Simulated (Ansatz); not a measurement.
## Run report: MoS2, single-point calculation (part 2 of 2)

Continued. System: MoS2 (3 atoms in the cell). Method: DFT r2SCAN+U, scalar-relativistic, plane waves, PAW, Ueff = 4 eV on Mo atom 1 d, spin-polarised (Ansatz 0.2.0); cutoff 500 eV, 7×7×7 k-mesh, Gaussian smearing of 0.05 eV, collinear spins. The structure derives from an entry of the Crystallography Open Database. It belongs to a series of runs on one base structure; here: natural orbitals of the symmetric run, filled by rank.

Geometry of the input (Å; fractional positions):
```
1.5855  0.9154  6.1150
-1.5855  0.9154  6.1150
0.0000  -1.8308  6.1150
Mo 0.0000  0.0000  0.0000
S  0.7500  0.7500  0.7500
S  0.2500  0.2500  0.2500
```

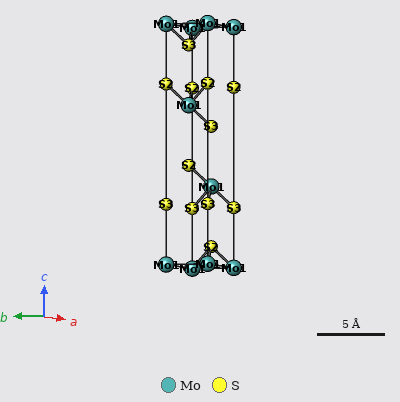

*The input geometry (ball-and-stick view of the cell 3 times as large as that of the calculation, set on its symmetry axes, seen at an oblique angle; atoms are numbered from 1 in the order of the input). An atom can appear more than once, as a periodic image.*

**Output, continued**
```
SCF iter   1: F=—  HF=-6776.203894 eV  |F-HF|=—  |Δ(HF+E_count)|=         —  Δρ=7.75e-2 (↑7.75e-2 ↓4.66e-2)  dr2=1.10e1  dr2_τ=1.60e-1  dr2_m=5.33e-1  M=1.943 μB ∫|m|=1.976 μB  β_m=0.30  ethr=3.10e-3  ⟨swp⟩=6.1  Hψ=20292  notcnv=0
preconditioner: auto → Kerker (q_TF=auto, 2.421 Å⁻¹)  [metal: Δε(μ)=0.025 eV  Ē_g=11.006 eV  σ=0.050 eV  W_gap=0.27  n_scr=16 (ndim 8)  ℏωp=21.6 eV  f_vac=0.002  D(μ)=1.63/eV (n_scr^D=10)]
spin=Collinear: Kerker preconditioning applied to the charge; magnetization (m = ρ↑ − ρ↓) channel mixes plain (no charge-response kernel on spin).
SCF iter   2: F=—  HF=-6774.790385 eV  |F-HF|=—  |Δ(HF+E_count)|=    1.41e0  Δρ=4.90e-2 (↑4.90e-2 ↓3.29e-2)  dr2=4.05e0  dr2_τ=2.67e-2  dr2_m=2.53e-1  M=1.997 μB ∫|m|=2.032 μB  β_m=0.30  ethr=3.10e-3  ⟨swp⟩=3.1  Hψ=8546  notcnv=0  defer=126  κ⁻¹=1.0e0(r=1)
preconditioner: auto → none  [insulator: Δε(μ)=0.088 eV  Ē_g=10.534 eV  σ=0.050 eV  W_gap=0.78  n_scr=16 (ndim 8)  ℏωp=21.6 eV  f_vac=0.004  D(μ)=0.34/eV (n_scr^D=2)  ε∞_Penn≈5.2]
SCF iter   3: F=—  HF=-6774.154727 eV  |F-HF|=—  |Δ(HF+E_count)|=   6.36e-1  Δρ=2.18e-2 (↑1.46e-2 ↓2.18e-2)  dr2=2.17e-1  dr2_τ=6.27e-2  dr2_m=1.13e-1  M=1.746 μB ∫|m|=1.842 μB  β_m=0.30  ethr=3.10e-3  ⟨swp⟩=3.1  Hψ=8064  notcnv=0  defer=129  κ⁻¹=2.4e-3(r=2)
SCF iter   4: F=—  HF=-6774.285679 eV  |F-HF|=—  |Δ(HF+E_count)|=   1.31e-1  Δρ=1.74e-2 (↑1.74e-2 ↓1.32e-2)  dr2=3.44e-1  dr2_τ=7.09e-3  dr2_m=7.04e-2  M=1.847 μB ∫|m|=1.930 μB  β_m=1.00  ethr=8.33e-4  ⟨swp⟩=3.1  Hψ=8083  notcnv=0  defer=124  κ⁻¹=5.7e-4(r=3)
SCF iter   5: F=—  HF=-6774.331214 eV  |F-HF|=—  |Δ(HF+E_count)|=   4.55e-2  Δρ=3.64e-3 (↑2.72e-3 ↓3.64e-3)  dr2=7.69e-3  dr2_τ=4.00e-3  dr2_m=1.46e-3  M=1.811 μB ∫|m|=1.914 μB  β_m=0.30  ethr=8.33e-4  ⟨swp⟩=2.9  Hψ=7207  notcnv=0  defer=110  κ⁻¹=5.4e-4(r=4)
SCF iter   6: F=—  HF=-6774.336286 eV  |F-HF|=—  |Δ(HF+E_count)|=   5.07e-3  Δρ=2.39e-3 (↑2.39e-3 ↓1.66e-3)  dr2=6.14e-3  dr2_τ=2.02e-4  dr2_m=1.18e-3  M=1.810 μB ∫|m|=1.912 μB  β_m=1.20  ethr=2.96e-5  ⟨swp⟩=2.0  Hψ=7468  notcnv=0  defer=110
Mixer restart at iter 6: flushing history
spin-set hold released at iteration 6 (site moments contracting): the magnetisation degrees of freedom join the quasi-Newton model from the next iteration; the mixer history was flushed
SCF iter   7: F=—  HF=-6774.336262 eV  |F-HF|=—  |Δ(HF+E_count)|=   2.38e-5  Δρ=7.15e-4 (↑6.26e-4 ↓7.15e-4)  dr2=2.12e-3  dr2_τ=1.07e-4  dr2_m=1.91e-5  M=1.808 μB ∫|m|=1.908 μB  β_m=1.20  ethr=2.36e-5  ⟨swp⟩=2.1  Hψ=6188  notcnv=0  defer=110  κ⁻¹=1.0e0(r=1)
SCF iter   8: F=—  HF=-6774.335990 eV  |F-HF|=—  |Δ(HF+E_count)|=   2.72e-4  Δρ=4.98e-4 (↑4.98e-4 ↓3.86e-4)  dr2=2.24e-4  dr2_τ=4.30e-6  dr2_m=8.82e-6  M=1.809 μB ∫|m|=1.907 μB  β_m=1.20  ethr=8.16e-6  ⟨swp⟩=2.0  Hψ=4483  notcnv=0  defer=110  κ⁻¹=2.5e-2(r=2)
SCF iter   9: F=—  HF=-6774.336064 eV  |F-HF|=—  |Δ(HF+E_count)|=   7.32e-5  Δρ=2.73e-4 (↑2.73e-4 ↓2.66e-4)  dr2=4.94e-5  dr2_τ=1.94e-6  dr2_m=2.82e-6  M=1.811 μB ∫|m|=1.905 μB  β_m=1.20  ethr=8.62e-7  ⟨swp⟩=2.5  Hψ=6120  notcnv=0  defer=110  κ⁻¹=1.9e-3(r=3)
SCF iter  10: F=—  HF=-6774.336204 eV  |F-HF|=—  |Δ(HF+E_count)|=   1.40e-4  Δρ=1.21e-4 (↑1.21e-4 ↓1.20e-4)  dr2=9.81e-6  dr2_τ=2.75e-7  dr2_m=2.18e-7  M=1.812 μB ∫|m|=1.903 μB  β_m=1.20  ethr=1.90e-7  ⟨swp⟩=2.0  Hψ=6160  notcnv=0  defer=110  κ⁻¹=3.7e-4(r=4)
SCF iter  11: F=—  HF=-6774.336254 eV  |F-HF|=—  |Δ(HF+E_count)|=   5.04e-5  Δρ=2.69e-5 (↑2.69e-5 ↓2.47e-5)  dr2=4.47e-7  dr2_τ=1.24e-8  dr2_m=7.34e-9  M=1.813 μB ∫|m|=1.903 μB  β_m=1.20  ethr=3.77e-8  ⟨swp⟩=2.0  Hψ=6091  notcnv=0  defer=110  κ⁻¹=3.3e-6(r=5)
Mixer restart at iter 11: flushing history
SCF iter  12: F=-6776.171664 eV  HF=-6774.336255 eV  |F-HF|=1.84e0  |Δ(HF+E_count)|=         —  Δρ=2.68e-5 (↑2.68e-5 ↓2.48e-5)  dr2=4.46e-7  dr2_τ=1.22e-8  dr2_m=7.10e-9  M=1.813 μB ∫|m|=1.902 μB  β_m=1.20  ethr=1.72e-9  ⟨swp⟩=1.2  Hψ=3563  notcnv=0  defer=110
SCF iter  13: F=-6776.286067 eV  HF=-6775.312691 eV  |F-HF|=9.73e-1  |Δ(HF+E_count)|=   9.76e-1  Δρ=5.50e-3 (↑5.50e-3 ↓5.27e-3)  dr2=1.45e-1  dr2_τ=1.54e-3  dr2_m=4.27e-4  M=1.764 μB ∫|m|=1.870 μB  β_m=1.20  ethr=1.72e-9  ⟨swp⟩=6.4  Hψ=14432  notcnv=0  defer=110  κ⁻¹=1.0e0(r=1)
SCF iter  14: F=-6776.281214 eV  HF=-6776.119369 eV  |F-HF|=1.62e-1  |Δ(HF+E_count)|=   8.07e-1  Δρ=4.03e-3 (↑3.66e-3 ↓4.03e-3)  dr2=8.80e-2  dr2_τ=5.58e-3  dr2_m=5.90e-4  M=1.773 μB ∫|m|=1.899 μB  β_m=1.20  ethr=1.72e-9  ⟨swp⟩=6.6  Hψ=18736  notcnv=0  defer=110  κ⁻¹=3.0e-1(r=2)
SCF iter  15: F=-6776.422394 eV  HF=-6776.418380 eV  |F-HF|=4.01e-3  |Δ(HF+E_count)|=   2.99e-1  Δρ=3.72e-3 (↑3.72e-3 ↓2.65e-3)  dr2=1.09e-2  dr2_τ=2.00e-4  dr2_m=3.37e-4  M=1.692 μB ∫|m|=1.886 μB  β_m=1.20  ethr=1.72e-9  ⟨swp⟩=6.0  Hψ=15560  notcnv=0  defer=108  κ⁻¹=1.1e-2(r=3)
SCF iter  16: F=-6776.427455 eV  HF=-6776.423498 eV  |F-HF|=3.96e-3  |Δ(HF+E_count)|=   5.12e-3  Δρ=1.88e-3 (↑1.88e-3 ↓1.70e-3)  dr2=2.40e-3  dr2_τ=4.76e-5  dr2_m=1.34e-4  M=1.680 μB ∫|m|=1.915 μB  β_m=1.20  ethr=1.72e-9  ⟨swp⟩=5.3  Hψ=13842  notcnv=0  defer=105  κ⁻¹=1.6e-3(r=4)
SCF iter  17: F=-6776.430669 eV  HF=-6776.428412 eV  |F-HF|=2.26e-3  |Δ(HF+E_count)|=   4.91e-3  Δρ=9.38e-4 (↑9.38e-4 ↓6.82e-4)  dr2=5.13e-4  dr2_τ=1.40e-5  dr2_m=3.02e-5  M=1.702 μB ∫|m|=1.957 μB  β_m=1.20  ethr=1.72e-9  ⟨swp⟩=5.0  Hψ=11969  notcnv=0  defer=105  κ⁻¹=7.4e-4(r=5)
SCF iter  18: F=-6776.432651 eV  HF=-6776.431543 eV  |F-HF|=1.11e-3  |Δ(HF+E_count)|=   3.13e-3  Δρ=4.38e-4 (↑4.38e-4 ↓3.59e-4)  dr2=1.50e-4  dr2_τ=1.96e-6  dr2_m=6.98e-6  M=1.716 μB ∫|m|=1.986 μB  β_m=1.20  ethr=1.72e-9  ⟨swp⟩=4.4  Hψ=10833  notcnv=0  defer=105  κ⁻¹=1.4e-4(r=6)
SCF iter  19: F=-6776.433820 eV  HF=-6776.433586 eV  |F-HF|=2.34e-4  |Δ(HF+E_count)|=   2.04e-3  Δρ=2.65e-4 (↑2.65e-4 ↓2.14e-4)  dr2=3.12e-5  dr2_τ=3.24e-6  dr2_m=1.30e-5  M=1.732 μB ∫|m|=2.011 μB  β_m=1.20  ethr=1.72e-9  ⟨swp⟩=4.2  Hψ=10395  notcnv=0  defer=105  κ⁻¹=3.7e-5(r=7)
SCF iter  20: F=-6776.434156 eV  HF=-6776.434114 eV  |F-HF|=4.16e-5  |Δ(HF+E_count)|=   5.28e-4  Δρ=1.46e-4 (↑1.46e-4 ↓1.24e-4)  dr2=6.92e-6  dr2_τ=8.73e-7  dr2_m=3.17e-6  M=1.742 μB ∫|m|=2.032 μB  β_m=1.20  ethr=1.72e-9  ⟨swp⟩=4.1  Hψ=10124  notcnv=0  defer=105  κ⁻¹=1.7e-5(r=8)
SCF iter  21: F=-6776.434203 eV  HF=-6776.434195 eV  |F-HF|=8.42e-6  |Δ(HF+E_count)|=   8.05e-5  Δρ=7.82e-5 (↑7.82e-5 ↓7.75e-5)  dr2=3.71e-6  dr2_τ=9.29e-8  dr2_m=6.27e-8  M=1.747 μB ∫|m|=2.041 μB  β_m=1.20  ethr=1.72e-9  ⟨swp⟩=3.4  Hψ=9022  notcnv=0  defer=105  κ⁻¹=3.4e-6(r=8)
SCF iter  22: F=-6776.434209 eV  HF=-6776.434208 eV  |F-HF|=4.36e-7  |Δ(HF+E_count)|=   1.33e-5  Δρ=3.08e-5 (↑3.08e-5 ↓2.67e-5)  dr2=7.16e-7  dr2_τ=2.30e-8  dr2_m=7.81e-8  M=1.748 μB ∫|m|=2.045 μB  β_m=1.20  ethr=1.72e-9  ⟨swp⟩=3.0  Hψ=7847  notcnv=0  defer=105  κ⁻¹=2.5e-6(r=8)
SCF iter  23: F=-6776.434209 eV  HF=-6776.434209 eV  |F-HF|=1.17e-7  |Δ(HF+E_count)|=   8.24e-7  Δρ=1.46e-5 (↑1.41e-5 ↓1.46e-5)  dr2=2.52e-7  dr2_τ=4.32e-9  dr2_m=3.93e-9  M=1.748 μB ∫|m|=2.044 μB  β_m=1.20  ethr=1.72e-9  ⟨swp⟩=2.0  Hψ=5481  notcnv=0  defer=105  κ⁻¹=2.8e-5(r=8)
iter 24 did not close the SCF: its close was put off for a magnetic moment that had not settled (scf_convergence_deferred on its scf_iter line)
SCF iter  24: F=-6776.434209 eV  HF=-6776.434209 eV  |F-HF|=2.62e-8  |Δ(HF+E_count)|=   2.34e-7  Δρ=9.19e-6 (↑8.87e-6 ↓9.19e-6)  dr2=5.60e-8  dr2_τ=1.18e-9  dr2_m=3.96e-9  M=1.748 μB ∫|m|=2.044 μB  β_m=1.20  ethr=3.85e-10  ⟨swp⟩=10.3  Hψ=25353  notcnv=0  κ⁻¹=2.4e-5(r=8)
SCF iter  25: F=-6776.434209 eV  HF=-6776.434209 eV  |F-HF|=3.24e-8  |Δ(HF+E_count)|=   1.10e-7  Δρ=4.37e-6 (↑4.37e-6 ↓4.14e-6)  dr2=9.04e-9  dr2_τ=2.50e-10  dr2_m=1.25e-9  M=1.749 μB ∫|m|=2.044 μB  ethr=2.16e-10  ⟨swp⟩=6.9  Hψ=22827  notcnv=0
SCF 1 converged in 25 iterations: F = -6776.434209 eV  dr2 = 9.04e-9
  greatest PAW one-centre occupation: 0.997 electrons in one spin orbital (limit 2), on the Mo atom at site 0 (counted from 0), in its partial waves of l = 0
this state was not tested for a lower state beside it, because the mixer in use, unlike msr1, does not test its closes by its own steps (another_mixer; see scf.mixing.algorithm and scf.lower_state_search)
SCF converged after 25 iterations
Magnetization: 1.7485 μB (13.8743 up, 12.1257 down)
Absolute magnetization: 2.0444 μB (∫|ρ↑−ρ↓|, with the PAW one-centre terms)
Spin contamination: 0.1550 ħ² per cell (⟨S²⟩ above its minimum at these occupations)
Per-site moments (μB) at R_I (Å): [(1.33357751084702, 0.9838642517170558), (-0.040419678775432094, 0.9838642517170562), (-0.04041967877543211, 0.9838642517170558)]
Free energy (F): -6776.434209 eV
Harris-Foulkes:  -6776.434209 eV  (|F-HF|=3.24e-8)
Internal energy: -6776.432797 eV  (E = F + TS)
E sigma→0 (E₀):  -6776.433503 eV
Entropy (-TS):   -0.001412 eV (-0.471 meV/atom)
Fermi energy:    10.913668 eV
--- Per-component energies (eV) ---
  E_band       = -174.274683
  E_kinetic    = 661.718737
  E_local      = -1979.457651  (includes V_loc(G=0)·N_el)
  E_nonlocal   = 200.909645
  E_hartree    = 761.649413
  E_xc         = -364.549286
  E_vxc        = -448.347764  (∫ρ·V_xc dr)
  E_hubbard    = 3.790768  (on-site DFT+U / exact-exchange correction)
  E_vhub       = -2.361312  (the Hubbard potential's part of the band-sum identity)
  E_paw        = -4437.113635  (= ΣΔE_a)
  E_vpaw       = -155.733360  (= ΣTr[D̂ρ^β])
  E_aug_tail   = 0.000008  (compensation charges beyond the density's cutoff)
  E_vtau       = 25.698265  (kinetic-family band-sum trace: ∫τ·v_τ [+ j·A + Jᵃ·Aᵃ] dr)
  E_ewald      = -1622.940059
  E_core_change = -0.440737  (= ΣΔE_core)
  E_smearing   = -0.001412  (= −TS)
  E_closure    = 0.000000  (closes the sum)
  Σ components = -6776.434209   (vs F -6776.434209, Δ=0.00e0)
--- Specified on-site occupations, and those of the state reported ---
  electrons in the specified blocks: 2.1000 specified, 4.9713 found
  site 0 (l=d) ↑: largest change of an orbital's occupation 0.5068; electrons 2.0000 specified, 3.4038 found; spectral distance 0.8592
  site 0 (l=d) ↓: largest change of an orbital's occupation 0.4260; electrons 0.1000 specified, 1.5675 found; spectral distance 0.7002
--- Forces (eV/Å), atoms counted from 1 ---
  atom   1  Mo     0.00000000     0.00000000     0.00000000
  atom   2  S      0.00000000    -0.00000398     1.23431360
  atom   3  S      0.00000000     0.00000398    -1.23431360
  max |Σ_I F_I| component: 8.47e-22 eV/Å
--- Stress (GPa, compression-positive) ---
       22.848223       0.000000       0.000000
        0.000000      22.848588      -0.000052
        0.000000      -0.000097      12.045795
  P = ⅓ Tr σ = 19.2475 GPa (192.475 kbar)
--- Band table (eV; the first three rows and the last of 200) ---
  k-point 0 ↑: bands = ["-53.2495", "-26.7648", "-26.5818", "-26.5818", "-4.7189", "-2.9784", "3.6341", "5.8208", "5.8208", "7.9043", "7.9043", "9.2653", "9.3657", "10.9196", "10.9196", "14.5738", "14.5738", "17.5846"]
  k-point 1 ↑: bands = ["-53.2416", "-26.7493", "-26.6613", "-26.6003", "-4.3729", "-2.9400", "4.0491", "5.2675", "6.2282", "7.1338", "7.4166", "9.0615", "9.6511", "10.6805", "11.1451", "13.8625", "14.3751", "18.7887"]
  k-point 2 ↑: bands = ["-53.2257", "-26.8361", "-26.7134", "-26.6409", "-3.5414", "-2.7645", "4.0166", "5.2352", "5.9470", "6.5296", "7.4557", "8.2960", "8.7035", "10.9822", "11.2355", "14.3001", "14.3173", "18.3577"]
  k-point 99 ↓: bands = ["-51.8421", "-25.6017", "-24.8404", "-24.7769", "-4.1379", "-3.3536", "5.7345", "6.0332", "7.3047", "8.3565", "8.8693", "9.9592", "11.9354", "13.1294", "13.1360", "14.3988", "15.0907", "18.9496"]
Occupation matrices written to [file]
--- Löwdin populations: 3 sites ---
  site symbol       q [e]    m [muB]
     0     Mo     13.4632     1.8507
     1      S      6.1736    -0.0569
     2      S      6.1736    -0.0569
  spilling = 0.007290 (of n_electrons = 26.000000)
--- Occupation matrices: 1 shell (run DFT+U table (all-electron-ortho-atomic); ε = 1.03e-2) ---
  Mo0 d_4D: site group D3d (-3m)
  Mo0 d_4D up     Tr n = 3.4038  λ = 0.490 0.527 0.527 0.930 0.930  [z2 1.00 A1g(1.00) | 2× xz 0.36 Eg(1.00) | 2× xy 0.36 Eg(1.00)]
  Mo0 d_4D dn     Tr n = 1.5675  λ = 0.212 0.212 0.251 0.446 0.446  [2× x2-y2 0.38 Eg(1.00) | z2 1.00 A1g(1.00) | 2× yz 0.38 Eg(1.00)]
  specified occupation → Mo0 d_4D up: matrix, ‖Δ‖_F = 0.8592, Tr Δ = -1.4038, displaced = 0.7821, d_λ = 0.8592; orbital distance = 0.0009
  specified occupation → Mo0 d_4D dn: matrix, ‖Δ‖_F = 0.7002, Tr Δ = -1.4675, displaced = 0.7337, d_λ = 0.7002; orbital distance = 0.0000
  Tr n, λ and their labels are of the run-group-symmetrised matrices; stabiliser: 12 of 24 elements of G0×{1,Θ} (closed), max defect 1.5e-5 at τ = 2.2e-3
```

**Summary**

| quantity | value |
| --- | --- |
| outcome | converged |
| space group (tolerance 0.01 Å) | R-3m (166) |
| electrons treated | 26 |
| free energy | −6776.4342 eV |
| Fermi energy | 10.914 eV |
| gap on the k-point mesh | none (metallic) |
| net moment of the cell | 1.75 μB |
| integrated absolute moment | 2.04 μB |
| pressure | 19.25 GPa |
| largest force (length of the vector) | 1.234 eV/Å |
| hardware | 4 threads of Arm Neoverse V1, 24 GiB of memory available, shared host |
| wall time | 26 s (CPU time 98 s) |
| peak memory | 0.7 GiB |

**Notes**

The program warns: the state was not tested for a lower one; the occupation matrices lower the symmetry. The cell is under a pressure of 19.2 GPa at this level, so it is not at its equilibrium volume.
